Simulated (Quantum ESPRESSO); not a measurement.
**GaN: optical spectrum from first principles**

Wanted: where GaN starts to absorb, how strongly, and its refractive index. The cell comes from an older database entry, whose edges can differ from later determinations, mostly by under a per cent.

Program: Quantum ESPRESSO 7.5. Level of theory: DFT, PBE, plane waves with norm-conserving potentials (PseudoDojo), scalar-relativistic, independent-particle optical response without local fields and without the non-local commutator. Results are calculated unless marked as measured.

The database entry behind the starting cell differs from later determinations by our own check (about 0.3 % short, ideal inner coordinate), so it need not match the best structure at ambient conditions.

### Step 1. Starting point

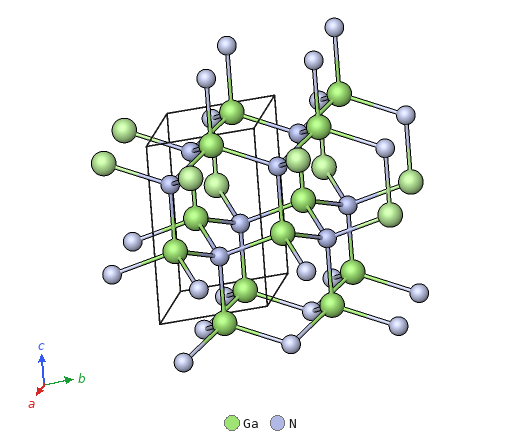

The starting structure, seen slightly off an axis (gallium green, nitrogen light blue). 2×2×1 cells are drawn. Some periodic images of atoms are drawn too.

As a file:

```cif
data_structure
_symmetry_space_group_name_H-M 'P 1'
_symmetry_Int_Tables_number 1
_cell_length_a 3.1800
_cell_length_b 3.1800
_cell_length_c 5.1660
_cell_angle_alpha 90.000
_cell_angle_beta 90.000
_cell_angle_gamma 120.000
_cell_volume 45.24
loop_
_atom_site_label
_atom_site_type_symbol
_atom_site_fract_x
_atom_site_fract_y
_atom_site_fract_z
_atom_site_occupancy
Ga1 Ga 0.66667 0.33333 0.50000 1
Ga2 Ga 0.33333 0.66667 0.00000 1
N3 N 0.66667 0.33333 0.87500 1
N4 N 0.33333 0.66667 0.37500 1
```

### Step 2. Ground state

The self-consistent density comes first; it also tells whether there is a gap, which decides the occupations and the need for a Drude term.

This step: DFT, PBE, plane waves with norm-conserving potentials (PseudoDojo), scalar-relativistic, ground state (Quantum ESPRESSO 7.5).

Input file scf.in:

```
&control
  calculation = 'scf'
  prefix = 'x'
  outdir = './tmp'
  pseudo_dir = './'
  verbosity = 'high'
/
&system
  ibrav = 0
  nat = 4
  ntyp = 2
  ecutwfc = 90
  occupations = 'smearing'
  smearing = 'fd'
  degauss = 0.003675
  nbnd = 22
/
&electrons
  conv_thr = 1e-09
  electron_maxstep = 100
/
ATOMIC_SPECIES
  Ga 1.0 Ga.upf
  N 1.0 N.upf
CELL_PARAMETERS angstrom
  3.179999999980 0.000000000000 0.000000000000
  -1.589999999990 2.753960784017 0.000000000000
  0.000000000000 0.000000000000 5.166000000000
ATOMIC_POSITIONS crystal
  Ga 0.666666666667 0.333333333333 0.500000000000
  Ga 0.333333333333 0.666666666667 0.000000000000
  N 0.666666666667 0.333333333333 0.875000000000
  N 0.333333333333 0.666666666667 0.375000000000
K_POINTS automatic
  8 8 5 0 0 0
```

Launch:

```console
$ mpirun -n 4 pw.x -nk 4 -in scf.in
```

The program printed:

```text
for quantum simulation of materials; please cite

     using ibrav=0 with symmetry is DISCOURAGED, use correct ibrav instead

     G-vector sticks info
     --------------------
     sticks:   dense  smooth     PW     G-vecs:    dense   smooth      PW
     Sum         889     889    253                35171    35171    5455

     Using Slab Decomposition

     bravais-lattice index     =            0
     lattice parameter (alat)  =       6.0093  a.u.
     unit-cell volume          =     305.3064 (a.u.)^3
     number of atoms/cell      =            4
     number of atomic types    =            2
     number of electrons       =        36.00
     number of Kohn-Sham states=           22
     kinetic-energy cutoff     =      90.0000  Ry
     charge density cutoff     =     360.0000  Ry
     scf convergence threshold =      1.0E-09
     mixing beta               =       0.7000
     number of iterations used =            8  plain     mixing
     Exchange-correlation= PBE
                           (   1   4   3   4   0   0   0)

     celldm(1)=   6.009329  celldm(2)=   0.000000  celldm(3)=   0.000000
     celldm(4)=   0.000000  celldm(5)=   0.000000  celldm(6)=   0.000000

     crystal axes: (cart. coord. in units of alat)
               a(1) = (   1.000000   0.000000   0.000000 )
               a(2) = (  -0.500000   0.866025   0.000000 )
               a(3) = (   0.000000   0.000000   1.624528 )

     reciprocal axes: (cart. coord. in units 2 pi/alat)
               b(1) = (  1.000000  0.577350 -0.000000 )
               b(2) = (  0.000000  1.154701  0.000000 )
               b(3) = (  0.000000 -0.000000  0.615563 )

     ./Ga.upf
     Pseudo is Norm-conserving + core correction, Zval = 13.0
     Generated using ONCVPSP code by D. R. Hamann
     Using radial grid of 1902 points,  6 beta functions with:
                l(1) =   0
                l(2) =   0
                l(3) =   1
                l(4) =   1
                l(5) =   2
                l(6) =   2

     ./N.upf
     Pseudo is Norm-conserving + core correction, Zval =  5.0
     Generated using ONCVPSP code by D. R. Hamann
     Using radial grid of 1058 points,  4 beta functions with:
                l(1) =   0
                l(2) =   0
                l(3) =   1
                l(4) =   1

     atomic species   valence    mass     pseudopotential
     Ga               13.00     1.00000     Ga( 1.00)
     N                 5.00     1.00000     N ( 1.00)

     12 Sym. Ops. (no inversion) found ( 6 have fractional translation)

                                    s                        frac. trans.

     [... symmetry matrices left out ...]
   Cartesian axes

     site n.     atom                  positions (alat units)
         1        Ga     tau(   1) = (   0.5000000   0.2886751   0.8122642  )
         2        Ga     tau(   2) = (  -0.0000000   0.5773503   0.0000000  )
         3        N      tau(   3) = (   0.5000000   0.2886751   1.4214623  )
         4        N      tau(   4) = (  -0.0000000   0.5773503   0.6091981  )

   Crystallographic axes

     site n.     atom                  positions (cryst. coord.)
         1        Ga     tau(   1) = (  0.6666667  0.3333333  0.5000000  )
         2        Ga     tau(   2) = (  0.3333333  0.6666667  0.0000000  )
         3        N      tau(   3) = (  0.6666667  0.3333333  0.8750000  )
         4        N      tau(   4) = (  0.3333333  0.6666667  0.3750000  )

     number of k points=    30  Fermi-Dirac smearing, width (Ry)=  0.0037
                       cart. coord. in units 2pi/alat
        k(    1) = (   0.0000000   0.0000000   0.0000000), wk =   0.0062500
        k(    2) = (   0.0000000   0.0000000   0.1231127), wk =   0.0125000
        k(    3) = (   0.0000000   0.0000000   0.2462253), wk =   0.0125000
        k(    4) = (   0.0000000   0.1443376   0.0000000), wk =   0.0375000
        k(    5) = (   0.0000000   0.1443376   0.1231127), wk =   0.0750000
        k(    6) = (   0.0000000   0.1443376   0.2462253), wk =   0.0750000
        k(    7) = (   0.0000000   0.2886751   0.0000000), wk =   0.0375000
        k(    8) = (   0.0000000   0.2886751   0.1231127), wk =   0.0750000
        k(    9) = (   0.0000000   0.2886751   0.2462253), wk =   0.0750000
        k(   10) = (   0.0000000   0.4330127   0.0000000), wk =   0.0375000
        k(   11) = (   0.0000000   0.4330127   0.1231127), wk =   0.0750000
        k(   12) = (   0.0000000   0.4330127   0.2462253), wk =   0.0750000
        k(   13) = (   0.0000000  -0.5773503   0.0000000), wk =   0.0187500
        k(   14) = (   0.0000000  -0.5773503   0.1231127), wk =   0.0375000
        k(   15) = (   0.0000000  -0.5773503   0.2462253), wk =   0.0375000
        k(   16) = (   0.1250000   0.2165064   0.0000000), wk =   0.0375000
[...]
cryst. coord.
[...]
k(   23) = (   0.1250000   0.3750000   0.2000000), wk =   0.1500000
        k(   24) = (   0.1250000   0.3750000   0.4000000), wk =   0.1500000
        k(   25) = (   0.2500000   0.2500000   0.0000000), wk =   0.0375000
        k(   26) = (   0.2500000   0.2500000   0.2000000), wk =   0.0750000
        k(   27) = (   0.2500000   0.2500000   0.4000000), wk =   0.0750000
        k(   28) = (   0.2500000   0.3750000   0.0000000), wk =   0.0375000
        k(   29) = (   0.2500000   0.3750000   0.2000000), wk =   0.0750000
        k(   30) = (   0.2500000   0.3750000   0.4000000), wk =   0.0750000

     Dense  grid:    35171 G-vectors     FFT dimensions: (  40,  40,  60)

     Initial potential from superposition of free atoms

     starting charge      35.9946, renormalised to      36.0000
     Starting wfcs are   26 randomized atomic wfcs

     Self-consistent Calculation

     iteration #  1     ecut=    90.00 Ry     beta= 0.70
     Davidson diagonalization with overlap

            66 MiB given to the printing process from OS
            37 MiB allocation reported by mallinfo(arena+hblkhd)
------------------
     ethr =  1.00E-02,  avg # of iterations =  3.3

     total energy              =    -347.03576445 Ry
     estimated scf accuracy    <       1.05277245 Ry

     iteration #  2     ecut=    90.00 Ry     beta= 0.70
     Davidson diagonalization with overlap

            80 MiB given to the printing process from OS
            51 MiB allocation reported by mallinfo(arena+hblkhd)
------------------
     ethr =  2.92E-03,  avg # of iterations =  2.9

     total energy              =    -347.35640774 Ry
     estimated scf accuracy    <       0.94325899 Ry

     iteration #  3     ecut=    90.00 Ry     beta= 0.70
     Davidson diagonalization with overlap

            81 MiB given to the printing process from OS
            52 MiB allocation reported by mallinfo(arena+hblkhd)
------------------
     ethr =  2.62E-03,  avg # of iterations =  2.0

     total energy              =    -347.51390616 Ry
     estimated scf accuracy    <       0.00766602 Ry

     iteration #  4     ecut=    90.00 Ry     beta= 0.70
     Davidson diagonalization with overlap

            82 MiB given to the printing process from OS
            53 MiB allocation reported by mallinfo(arena+hblkhd)
------------------
     ethr =  2.13E-05,  avg # of iterations =  5.5

     total energy              =    -347.51865977 Ry
     estimated scf accuracy    <       0.01364272 Ry

     iteration #  5     ecut=    90.00 Ry     beta= 0.70
     Davidson diagonalization with overlap

            83 MiB given to the printing process from OS
            54 MiB allocation reported by mallinfo(arena+hblkhd)
------------------
     ethr =  2.13E-05,  avg # of iterations =  2.0

     total energy              =    -347.51942955 Ry
     estimated scf accuracy    <       0.00128919 Ry

     iteration #  6     ecut=    90.00 Ry     beta= 0.70
     Davidson diagonalization with overlap

            84 MiB given to the printing process from OS
            56 MiB allocation reported by mallinfo(arena+hblkhd)
------------------
     ethr =  3.58E-06,  avg # of iterations =  2.4

     total energy              =    -347.51956679 Ry
     estimated scf accuracy    <       0.00011828 Ry

     iteration #  7     ecut=    90.00 Ry     beta= 0.70
     Davidson diagonalization with overlap

            86 MiB given to the printing process from OS
            57 MiB allocation reported by mallinfo(arena+hblkhd)
------------------
     ethr =  3.29E-07,  avg # of iterations =  3.0

     total energy              =    -347.51957423 Ry
     estimated scf accuracy    <       0.00002414 Ry

     iteration #  8     ecut=    90.00 Ry     beta= 0.70
     Davidson diagonalization with overlap

            86 MiB given to the printing process from OS
            58 MiB allocation reported by mallinfo(arena+hblkhd)
------------------
     ethr =  6.70E-08,  avg # of iterations =  2.4

     total energy              =    -347.51957794 Ry
     estimated scf accuracy    <       0.00000084 Ry

     iteration #  9     ecut=    90.00 Ry     beta= 0.70
     Davidson diagonalization with overlap

            87 MiB given to the printing process from OS
            59 MiB allocation reported by mallinfo(arena+hblkhd)
------------------
     ethr =  2.35E-09,  avg # of iterations =  3.7

     total energy              =    -347.51957832 Ry
     estimated scf accuracy    <       0.00000038 Ry

     iteration # 10     ecut=    90.00 Ry     beta= 0.70
     Davidson diagonalization with overlap

            89 MiB given to the printing process from OS
            60 MiB allocation reported by mallinfo(arena+hblkhd)
------------------
     ethr =  1.05E-09,  avg # of iterations =  2.0

     total energy              =    -347.51957838 Ry
     estimated scf accuracy    <          4.9E-09 Ry

     iteration # 11     ecut=    90.00 Ry     beta= 0.70
     Davidson diagonalization with overlap

            89 MiB given to the printing process from OS
            60 MiB allocation reported by mallinfo(arena+hblkhd)
------------------
     ethr =  1.37E-11,  avg # of iterations =  4.7

     total energy              =    -347.51957839 Ry
     estimated scf accuracy    <          6.1E-09 Ry

     iteration # 12     ecut=    90.00 Ry     beta= 0.70
     Davidson diagonalization with overlap

            89 MiB given to the printing process from OS
            60 MiB allocation reported by mallinfo(arena+hblkhd)
------------------
     ethr =  1.37E-11,  avg # of iterations =  2.0

     End of self-consistent calculation

          k = 0.0000 0.0000 0.0000 (  4367 PWs)   bands (ev):

    -5.2383  -4.3387  -2.7821  -2.7617  -2.7617  -2.6996  -2.6996  -2.5155
    -2.5155  -2.4141  -2.4141  -1.1085   3.6744   9.7447   9.7447  10.7429
    10.8030  10.8030  12.8098  15.1420  20.0687  20.7740

     occupation numbers
     1.0000   1.0000   1.0000   1.0000   1.0000   1.0000   1.0000   1.0000
     1.0000   1.0000   1.0000   1.0000   1.0000   1.0000   1.0000   1.0000
     1.0000   1.0000   0.0000   0.0000   0.0000   0.0000

          k = 0.0000 0.0000 0.1231 (  4391 PWs)   bands (ev):

    -5.1220  -4.3807  -2.7597  -2.7597  -2.7474  -2.7090  -2.7090  -2.5022
    -2.5022  -2.4206  -2.4206  -1.5063   4.3938   9.6819   9.8412   9.8412
    10.6974  10.6974  13.6809  15.2169  19.8042  20.8230

     occupation numbers
     1.0000   1.0000   1.0000   1.0000   1.0000   1.0000   1.0000   1.0000
     1.0000   1.0000   1.0000   1.0000   1.0000   1.0000   1.0000   1.0000
     1.0000   1.0000   0.0000   0.0000   0.0000   0.0000

     [... further k points left out ...]

     the Fermi energy is    11.8093 ev

!    total energy              =    -347.51957839 Ry
     estimated scf accuracy    <          4.3E-10 Ry
     smearing contrib. (-TS)   =      -0.00000000 Ry
     internal energy E=F+TS    =    -347.51957839 Ry

     The total energy is F=E-TS. E is the sum of the following terms:
     one-electron contribution =    -104.36894892 Ry
     hartree contribution      =      87.16650959 Ry
     xc contribution           =     -96.31019070 Ry
     ewald contribution        =    -234.00694837 Ry

     convergence has been achieved in  12 iterations

     XML data file, charge density, pseudopotentials, collected wavefunctions

                                        0.00s GPU  (     387 calls)

=------------------------------------------------------------------------------=
   JOB DONE.
=------------------------------------------------------------------------------=
```

Run time: 12 s. Hardware: 4 MPI ranks of Arm Neoverse V2, shared host; peak memory 0.09 GiB.

Numbers from this step:

* total energy: -347.5 Ry
* gap on the k-mesh: 2.007 eV
* direct gap on the mesh: 2.007 eV

There is a gap, 2.01 eV on this mesh (points off the mesh can give less), so no carriers' term is needed.

[end of part 1 of 3]

[Machine, clock, banner and «Message from routine» lines are left out of the logs.]

[Logs are printed without paths, hosts, clocks, repeated set-up lines and the standing remarks that a program may print on its own settings, such as how far it seeks lower states.]

[Hosts, paths, dates, database ids (printed as entryN), source tags and the programs' standing remarks are cut or masked in the printed files.]
